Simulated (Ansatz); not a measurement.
GaSb3

```
Ga Sb
1.0
     7.24400    0.00000   -0.09671
     0.00000   -7.24400    0.00000
    -3.57365    0.00000   -3.70657
Ga Sb
2 6
Direct
  0.50000 0.50000 0.00000
  0.00000 0.00000 0.00000
  0.00000 0.75000 0.50000
  0.50000 0.25000 0.50000
  0.50000 0.75000 0.50000
  0.00000 0.25000 0.50000
  0.00000 0.50000 0.00000
  0.50000 0.00000 0.00000
```

Space group C2/m; a point of a scan over the structure, not its minimum; a structure from a database of computed crystals, not necessarily the ambient phase; changed on purpose from its base cell (engineering shear strain xz -0.0267, normal strain along z +0.0367); computed pressure about −2 GPa in this cell; PAW files of the earlier set (soft_1).

Computed with DFT LDA, scalar-relativistic, plane waves, PAW in Ansatz.

**What can the converged valence pseudo-density and electron localisation function tell about the bonding?**

Ga–Sb (3.15 Å): the density is about 0.17 e/Å³ at the midpoint; the ELF is about 0.40 at the midpoint.
Sb–Sb (3.15 Å): ρ at the midpoint is about 0.22 e/Å³; the ELF is about 0.45 at the midpoint.

**Metal or insulator at this level of theory?**

It is gapless in this calculation (a metal or semimetal).

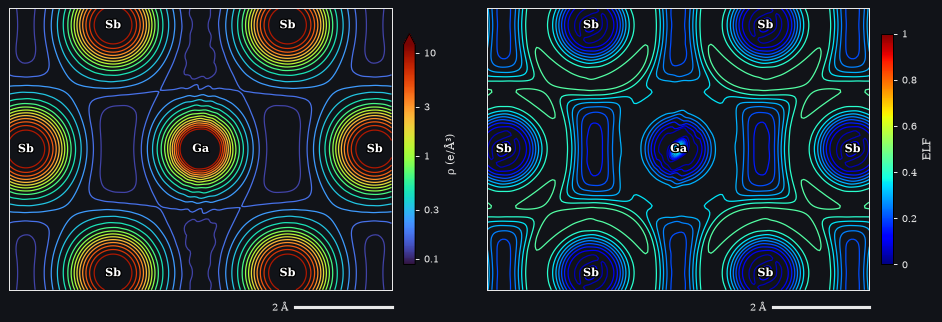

Computed valence pseudo-density and electron localisation function on the (100) plane of the conventional cell, in this order. 

Core electrons are frozen (PAW), and the valence fields are smoothed inside the atomic spheres.
